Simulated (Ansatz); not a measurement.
# Single-point calculation, with input and output: TaN

TaN (P6/mmm, 6 atoms in the cell), computed with DFT PBEsol, scalar-relativistic, plane waves, PAW, spin-polarised (Ansatz 0.2.0).

The structure derives from an entry of the Crystallography Open Database.

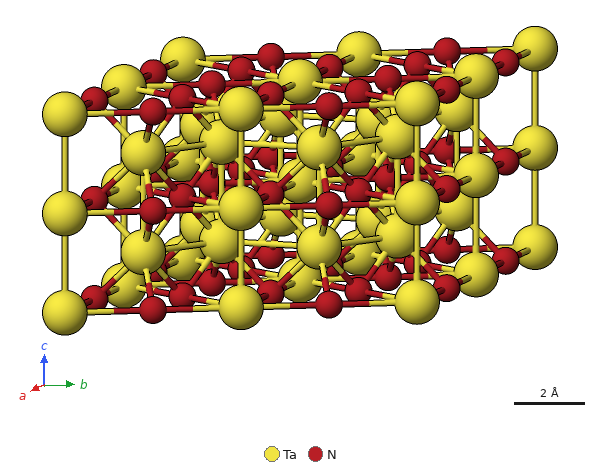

**Figure 1.** The input geometry (ball-and-stick view of the cell of the calculation, repeated 2 × 2 × 2, seen slightly off an axis). An atom can appear more than once, as a periodic image.

Summary:

| quantity | value |
| --- | --- |
| outcome | converged |
| space group (tolerance 0.01 Å) | P6/mmm (191) |
| electrons treated | 54 |
| free energy | −30560.2205 eV |
| Fermi energy | 19.509 eV |
| gap on the k-point mesh | none (metallic) |
| net moment of the cell | 0.00 μB |
| integrated absolute moment | 0.00 μB |
| pressure | 1.96 GPa |
| largest force (length of the vector) | under 0.001 eV/Å |
| hardware | 1 thread of Intel Xeon @ 2.50GHz (Skylake/Cascade Lake), 192 GiB of memory available, shared host |
| wall time | 17 s |
| peak memory | 0.46 GiB |

Remarks:

The program warns: some starting moments were not kept. Spin–orbit coupling is left out, which matters for Ta.

The input:
```yaml
crystal:
  lattice:
    - [5.1849992558, 0.0, 0.0]
    - [-2.5924996279, 4.4903410741, 0.0]
    - [0.0, 0.0, 2.908]
  atoms:
    - { symbol: Ta, position: [0.0, 0.0, 0.0], spin: 1.0 }
    - { symbol: Ta, position: [0.3333333333, 0.6666666667, 0.5], spin: 1.0 }
    - { symbol: Ta, position: [0.6666666667, 0.3333333333, 0.5], spin: 1.0 }
    - { symbol: "N", position: [0.5, 0.0, 0.0] }
    - { symbol: "N", position: [0.5, 0.5, 0.0] }
    - { symbol: "N", position: [0.0, 0.5, 0.0] }
basis:
  ecutwfc: 420
kpoints:
  mp_grid: { grid: [6, 6, 6] }
hamiltonian:
  xc: pbesol
scf:
  occupations: { method: gaussian, width: 0.1 }
  lower_state_search: "off"
output:
  forces: true
  stress: true
  eigenvalues: true
  populations: true
magnetization:
  spin_polarized: true
```

Launched with:
```bash
ansatz run input.yaml --threads 1 --pin off --max-ram 2560MiB --backend cpu --events-out ev --progress --plain --runs-dir out
```

What the program printed:
```
Engine: ansatz 0.2.0, x86_64-unknown-linux-gnu
Pseudopotentials: kind: paw
Pseudopotential: Ta, paw, valence charge 13, recommended cutoff 420 eV (normal), Ta.paw.azcp
Pseudopotential: N, paw, valence charge 5, recommended cutoff 420 eV (normal), N.paw.azcp
Functional definition: PBEsol
  exchange = pbesol_x
  correlation = pbesol_c
Crystal: 6 atoms, lattice volume = 67.705 Å³
Basis set: ecut = 420 eV, 1287 PW (Γ), exchange–correlation on 72×72×40 points (8 copies of the dense FFT grid, shifted against one another)
Bands: 35, of which v1, the nominal top of the filled ones, is band 27 counted from 1 (26 counted from 0)
Symmetry: 24 space group operations
Space group: P6/mmm (ITA 191), of the structure as read, at distance tolerance 4.1e-5 Å
Magnetic group: BNS 191.233 (UNI 1463), of the structure as read, at distance tolerance 4.1e-5 Å
k-points: 28 of 216
Non-local potential: Ta, projectors of the file, l = 0: 3, l = 1: 2, l = 2: 2, l = 3: 1
Non-local potential: N, projectors of the file, l = 0: 2, l = 1: 2, l = 2: 1
PAW form: soft (Blöchl's): semilocal exchange-correlation on the pseudo side does not see the compensation charge
PAW frozen core: Ta, regenerated for the run's functional, and the local potential with it (the file was generated under x = pbe(κ = 0.804, μ = 0.2195149727645171), c = pbe(β = 0.06672455060314922))
PAW frozen core: N, regenerated for the run's functional, and the local potential with it (the file was generated under x = pbe(κ = 0.804, μ = 0.2195149727645171), c = pbe(β = 0.06672455060314922))
PAW one-centre angular grid: Ta, 590 points (default); XC on 64 Gauss nodes
PAW one-centre angular grid: N, 110 points (default); XC on 64 Gauss nodes
Initial density: superposition of atomic densities (chi_scale 0.1, normalization cell, long waves kept (reshape's long-wave potential 0.02 eV rms))
Starting moments: Σ|m| = 3 μB on 3 of 6 sites
Initial wavefunctions: pseudopotential atomic-orbital guess
Functional: x = pbesol(κ = 0.804, μ = 0.12345679012345678), c = pbesol(β = 0.046)
SCF iter   1: F=—  HF=-30560.825896 eV  |F-HF|=—  |Δ(HF+E_count)|=         —  Δρ=5.64e-2 (↑5.64e-2 ↓5.06e-2)  dr2=4.21e0  dr2_m=9.52e-1  M=0.276 μB ∫|m|=0.447 μB  β_m=0.30  ethr=3.10e-3  ⟨swp⟩=5.3  Hψ=7781  notcnv=0
preconditioner: auto → Kerker (q_TF=auto, 2.627 Å⁻¹)  [metal: Δε(μ)=0.131 eV  Ē_g=10.000 eV  σ=0.100 eV  W_gap=0.49  n_scr=26 (ndim 8)  ℏωp=24.7 eV  f_vac=0.000  D(μ)=0.82/eV (n_scr^D=6)]
spin=Collinear: Kerker preconditioning applied to the charge; magnetization (m = ρ↑ − ρ↓) channel mixes plain (no charge-response kernel on spin).
SCF iter   2: F=—  HF=-30560.397095 eV  |F-HF|=—  |Δ(HF+E_count)|=   4.29e-1  Δρ=3.85e-2 (↑3.85e-2 ↓3.59e-2)  dr2=1.68e0  dr2_m=5.00e-1  M=0.166 μB ∫|m|=0.320 μB  β_m=0.30  ethr=3.10e-3  ⟨swp⟩=2.0  Hψ=2685  notcnv=0  defer=137
SCF iter   3: F=—  HF=-30560.172565 eV  |F-HF|=—  |Δ(HF+E_count)|=   2.25e-1  Δρ=2.41e-2 (↑2.24e-2 ↓2.41e-2)  dr2=2.44e-1  dr2_m=2.64e-1  M=0.075 μB ∫|m|=0.215 μB  β_m=0.30  ethr=3.10e-3  ⟨swp⟩=2.2  Hψ=2845  notcnv=0  defer=138
SCF iter   4: F=—  HF=-30560.170906 eV  |F-HF|=—  |Δ(HF+E_count)|=   1.66e-3  Δρ=1.50e-2 (↑1.50e-2 ↓1.50e-2)  dr2=2.14e-2  dr2_m=1.35e-1  M=0.062 μB ∫|m|=0.168 μB  β_m=0.30  ethr=4.52e-4  ⟨swp⟩=2.5  Hψ=3029  notcnv=0  defer=143
SCF iter   5: F=—  HF=-30560.193204 eV  |F-HF|=—  |Δ(HF+E_count)|=   2.23e-2  Δρ=1.08e-2 (↑1.08e-2 ↓1.07e-2)  dr2=7.72e-3  dr2_m=6.95e-2  M=0.045 μB ∫|m|=0.131 μB  β_m=0.30  ethr=3.96e-5  ⟨swp⟩=1.6  Hψ=2177  notcnv=0  defer=134
SCF iter   6: F=—  HF=-30560.204879 eV  |F-HF|=—  |Δ(HF+E_count)|=   1.17e-2  Δρ=7.69e-3 (↑7.69e-3 ↓7.61e-3)  dr2=8.54e-4  dr2_m=3.60e-2  M=0.033 μB ∫|m|=0.103 μB  β_m=0.30  ethr=1.43e-5  ⟨swp⟩=2.2  Hψ=2650  notcnv=0  defer=134
SCF iter   7: F=—  HF=-30560.212048 eV  |F-HF|=—  |Δ(HF+E_count)|=   7.17e-3  Δρ=5.54e-3 (↑5.45e-3 ↓5.54e-3)  dr2=2.10e-4  dr2_m=1.87e-2  M=0.024 μB ∫|m|=0.080 μB  β_m=0.30  ethr=1.58e-6  ⟨swp⟩=2.0  Hψ=2850  notcnv=0  defer=134
Mixer restart at iter 7: flushing history
spin-set hold released at iteration 7 (site moments contracting): the magnetisation degrees of freedom join the quasi-Newton model from the next iteration; the mixer history was flushed
SCF iter   8: F=—  HF=-30560.215879 eV  |F-HF|=—  |Δ(HF+E_count)|=   3.83e-3  Δρ=3.99e-3 (↑3.96e-3 ↓3.99e-3)  dr2=6.55e-5  dr2_m=9.79e-3  M=0.018 μB ∫|m|=0.063 μB  β_m=0.65  ethr=3.89e-7  ⟨swp⟩=2.0  Hψ=2566  notcnv=0  defer=134
SCF iter   9: F=—  HF=-30560.220454 eV  |F-HF|=—  |Δ(HF+E_count)|=   4.57e-3  Δρ=3.48e-4 (↑2.75e-4 ↓3.48e-4)  dr2=6.32e-6  dr2_m=6.00e-5  M=0.001 μB ∫|m|=0.011 μB  β_m=0.82  ethr=1.21e-7  ⟨swp⟩=3.0  Hψ=3994  notcnv=0  defer=134
SCF iter  10: F=—  HF=-30560.220493 eV  |F-HF|=—  |Δ(HF+E_count)|=   3.95e-5  Δρ=1.62e-4 (↑1.62e-4 ↓6.83e-5)  dr2=6.52e-6  dr2_m=7.92e-6  M=0.000 μB ∫|m|=0.004 μB  β_m=0.91  ethr=1.17e-8  ⟨swp⟩=2.5  Hψ=3460  notcnv=0  defer=133
SCF iter  11: F=—  HF=-30560.220500 eV  |F-HF|=—  |Δ(HF+E_count)|=   6.14e-6  Δρ=3.63e-5 (↑1.05e-5 ↓3.63e-5)  dr2=1.35e-6  dr2_m=1.40e-7  M=-0.000 μB ∫|m|=0.000 μB  β_m=0.82  ethr=1.17e-8  ⟨swp⟩=2.3  Hψ=2807  notcnv=0  defer=133
iter 12 did not close the SCF: its close was put off for a magnetic moment that had not settled (scf_convergence_deferred on its scf_iter line)
SCF iter  12: F=-30560.220499 eV  HF=-30560.220499 eV  |F-HF|=3.81e-9  |Δ(HF+E_count)|=   1.84e-7  Δρ=4.27e-6 (↑3.30e-6 ↓4.27e-6)  dr2=3.36e-9  dr2_m=8.36e-9  M=-0.000 μB ∫|m|=0.000 μB  β_m=0.91  ethr=1.85e-10  ⟨swp⟩=8.7  Hψ=8445  notcnv=0
SCF iter  13: F=-30560.220499 eV  HF=-30560.220499 eV  |F-HF|=1.09e-10  |Δ(HF+E_count)|=   7.20e-9  Δρ=3.24e-7 (↑3.24e-7 ↓2.98e-7)  dr2=1.66e-10  dr2_m=4.40e-11  M=-0.000 μB ∫|m|=0.000 μB  ethr=6.22e-12  ⟨swp⟩=1.1  Hψ=5260  notcnv=0
WARN: the starting moments were not kept: the SCF closed with an absolute magnetisation of 6.2e-6 μB, where they sum to 3 μB in size (3 sites). That is at most 0.1 of that sum. Measured as dr2_m measures the in/out step, that magnetisation stands 4.7e-12 eV from none, at or under the dr2_threshold of 1.0e-7 eV: it is no larger than a step whose dr2_m would equal this threshold. The system may hold no moment; this SCF shows only that its start led to no more than that. To try another start: raise the starting moments (crystal.atoms[].spin, magnetization.per_species, magnetization.initial_magnetization, or on a non-collinear deck that types none of these the spinor_matrix: blocks that start its atoms; where the total moment is fixed, keep their sum and leave initial_magnetization as it is; typed ones take the place of any that the run laid by itself, positive ones on a crystal's lanthanoids without a Hubbard term where scf.initial_density.shell_occupations: [] is typed) or, if the notice of its spin-set hold's release reads "site moments contracting" or "site moments show no strong build", lengthen the hold (scf.mixing.spin_hold: { on: { confirm: 4 } }; for m-r²SCAN on two components see the key's manual first). Each may lead to a state that holds a moment. A second SCF, from the converged charge density, with the starting moments and any scf.initial_density.shell_occupations laid on it anew, would have followed, and was not run: the deck does not ask for one (magnetization.retry_lost_moments is false, the default). To let it run, set magnetization.retry_lost_moments: true and run the deck again, where that key's refused combinations let it; where memory then withholds it, that run's warning says so.
SCF 1 converged in 13 iterations: F = -30560.220499 eV  dr2 = 1.66e-10
  greatest PAW one-centre occupation: 1.000 electrons in one spin orbital (limit 2), on the Ta atom at site 2 (counted from 0), in its partial waves of l = 0
```

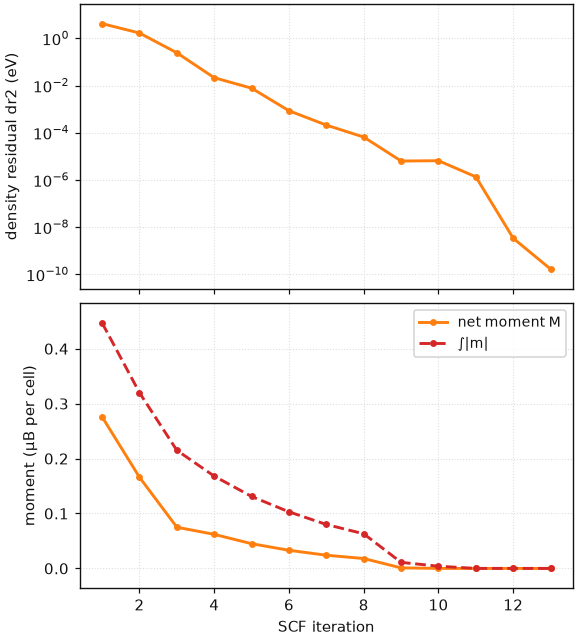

**Figure 2.** Convergence of the self-consistent field: density residual dr2 and magnetic moment against the SCF iteration. The residual falls almost steadily, with no more than small rises. The net moment goes from 0.3 to 0.0 μB per cell, and ∫|m| falls to zero.

```
SCF converged after 13 iterations
Magnetization: -0.0000 μB (27.0000 up, 27.0000 down)
Absolute magnetization: 0.0000 μB (∫|ρ↑−ρ↓|, with the PAW one-centre terms)
Spin contamination: 0.0000 ħ² per cell (⟨S²⟩ above its minimum at these occupations)
Per-site moments (μB) at R_I (Å): [(-1.4913057590721215e-6, 1.0694060965056291), (2.466945853749062e-7, 0.8607786302951544), (2.466945854886376e-7, 0.8607786302951544), (-4.963014419475913e-7, 0.8607786302951547), (-4.963014418917908e-7, 0.8607786302951547), (-4.963014418999861e-7, 0.8607786302951544)]
Free energy (F): -30560.220499 eV
Harris-Foulkes:  -30560.220499 eV  (|F-HF|=1.09e-10)
Internal energy: -30560.216359 eV  (E = F + TS)
E sigma→0 (E₀):  -30560.218429 eV
Entropy (-TS):   -0.004141 eV (-0.690 meV/atom)
Fermi energy:    19.509209 eV
--- Per-component energies (eV) ---
  E_band       = -219.262874
  E_kinetic    = 1498.164957
  E_local      = -2067.951757  (includes V_loc(G=0)·N_el)
  E_nonlocal   = 188.963204
  E_hartree    = 705.011013
  E_xc         = -832.814165
  E_vxc        = -843.825532  (∫ρ·V_xc dr)
  E_paw        = -25186.114732  (= ΣΔE_a)
  E_vpaw       = -404.636842  (= ΣTr[D̂ρ^β])
  E_aug_tail   = 0.000845  (compensation charges beyond the density's cutoff)
  E_ewald      = -4866.200960
  E_core_change = 0.725236  (= ΣΔE_core)
  E_smearing   = -0.004141  (= −TS)
  E_closure    = -0.000000  (closes the sum)
  Σ components = -30560.220499   (vs F -30560.220499, Δ=0.00e0)
--- Forces (eV/Å), atoms counted from 1 ---
  atom   1  Ta     0.00000000    -0.00000000     0.00000000
  atom   2  Ta     0.00000000    -0.00000000    -0.00000000
  atom   3  Ta     0.00000000     0.00000000     0.00000000
  atom   4  N      0.00000000     0.00000000    -0.00000000
  atom   5  N     -0.00000000     0.00000000    -0.00000000
  atom   6  N      0.00000000     0.00000000     0.00000000
  max |Σ_I F_I| component: 2.78e-17 eV/Å
--- Stress (GPa, compression-positive) ---
        2.879074      -0.000000       0.000000
        0.000000       2.879074       0.000000
        0.000000       0.000000       0.107491
  P = ⅓ Tr σ = 1.9552 GPa (19.552 kbar)
--- Band table (eV; the first three rows and the last of 56) ---
  k-point 0 ↑: bands = ["-49.6118", "-49.5626", "-49.3166", "-16.5545", "-16.5545", "-16.1695", "-16.1695", "-15.9316", "-15.8527", "-15.8527", "-15.7898", "-15.0967", "1.0927", "4.3864", "4.3864", "9.2088", "12.2821", "12.2821", "13.3070", "13.3070", "13.9165", "16.3370", "16.5127", "16.5127", "16.9964", "17.4463", "18.2348", "18.2348", "20.3191", "20.3191", "20.7236", "21.6907", "21.6907", "22.6347", "22.7937"]
  k-point 1 ↑: bands = ["-49.5997", "-49.5509", "-49.3073", "-16.5145", "-16.5145", "-16.1833", "-16.1268", "-16.1268", "-16.0151", "-15.8492", "-15.8492", "-15.2660", "1.7020", "4.1025", "4.1025", "10.1982", "12.2632", "12.2632", "13.1391", "13.1391", "13.4752", "15.3943", "15.3943", "16.5486", "17.1291", "18.5810", "18.8001", "18.8001", "19.7889", "19.7889", "21.0232", "22.1598", "22.1598", "22.9301", "22.9301"]
  k-point 2 ↑: bands = ["-49.5754", "-49.5274", "-49.2885", "-16.6555", "-16.4425", "-16.4329", "-16.4329", "-16.0281", "-16.0281", "-15.8545", "-15.8545", "-15.5915", "3.0741", "3.5479", "3.5479", "11.5936", "11.7777", "11.7777", "12.4770", "13.0156", "13.0156", "15.0177", "15.0177", "17.4131", "17.7588", "17.7588", "18.8023", "19.8283", "19.8283", "21.1075", "22.0166", "22.5982", "22.5982", "22.8504", "22.8504"]
  k-point 27 ↓: bands = ["-49.5395", "-49.5395", "-49.2791", "-16.7763", "-16.7763", "-16.4506", "-16.1777", "-16.1777", "-15.9151", "-15.8640", "-15.8640", "-15.7276", "3.1848", "3.7225", "3.7225", "11.5679", "11.5679", "12.4989", "12.4989", "12.8251", "12.8800", "13.1729", "15.8162", "15.8162", "17.0413", "17.0413", "17.6762", "22.0889", "22.0889", "22.2027", "22.2027", "22.2355", "23.3517", "23.3517", "23.6249"]
--- Löwdin populations: 6 sites ---
  site symbol       q [e]    m [muB]
     0     Ta     12.5077    -0.0000
     1     Ta     12.1030     0.0000
     2     Ta     12.1030     0.0000
     3      N      5.6623    -0.0000
     4      N      5.6623    -0.0000
     5      N      5.6623    -0.0000
  spilling = 0.005544 (of n_electrons = 54.000000)
```

File populations.tsv:
```
# site	symbol	l	j	q_up	q_dn
# orbitals = lowdin
# n_electrons = 54.000000
# spilling = 0.005544
0	Ta	0_5S	-	0.984838	0.984838
0	Ta	0_6S	-	0.340407	0.340407
0	Ta	1_5P	-	2.995065	2.995065
0	Ta	2_5D	-	1.933558	1.933560
1	Ta	0_5S	-	0.972849	0.972849
1	Ta	0_6S	-	0.278276	0.278276
1	Ta	1_5P	-	2.990283	2.990283
1	Ta	2_5D	-	1.810101	1.810100
2	Ta	0_5S	-	0.972849	0.972849
2	Ta	0_6S	-	0.278276	0.278276
2	Ta	1_5P	-	2.990283	2.990283
2	Ta	2_5D	-	1.810101	1.810100
3	N	0_2S	-	0.733227	0.733227
3	N	1_2P	-	2.097915	2.097915
4	N	0_2S	-	0.733227	0.733227
4	N	1_2P	-	2.097915	2.097915
5	N	0_2S	-	0.733227	0.733227
5	N	1_2P	-	2.097915	2.097915
```
